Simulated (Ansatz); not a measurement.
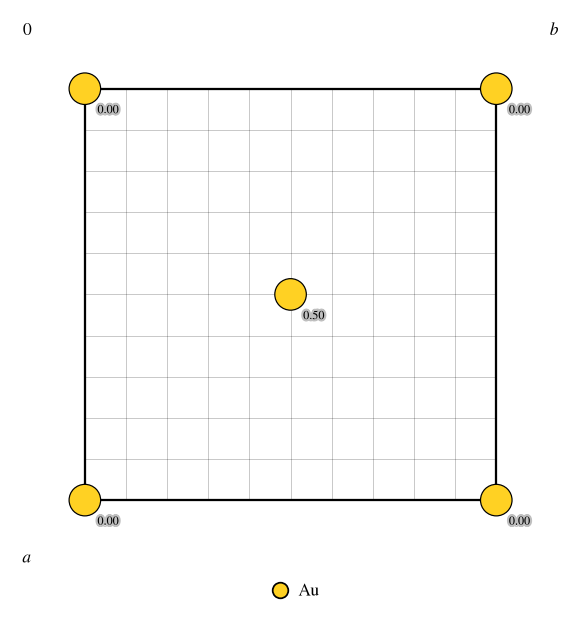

Plan of a unit cell projected along c (a down the page, b across); the numbers are heights as fractions of c, and atoms on the cell's edges are repeated. The grid marks tenths of a and b. Source: the input geometry of an electronic-structure calculation (not necessarily at equilibrium); the starting structure was generated, so it need not be a known form of this composition. Geometry calculated from the standardised cell; symmetry tolerance 0.002 Å.

a = 3.301 Å, b = 3.301 Å, c = 3.301 Å, α = 90.00°, β = 90.00°, γ = 90.00°.

> What does the cell contain?

2 Au: Au, Z = 2.

> Which space group?

Im-3m, No. 229, body-centred cubic.

> Give the fractional coordinates of all atoms, to two places.

```
atom     x     y     z
  Au  0.00  0.00  0.00
  Au  0.50  0.50  0.50
```
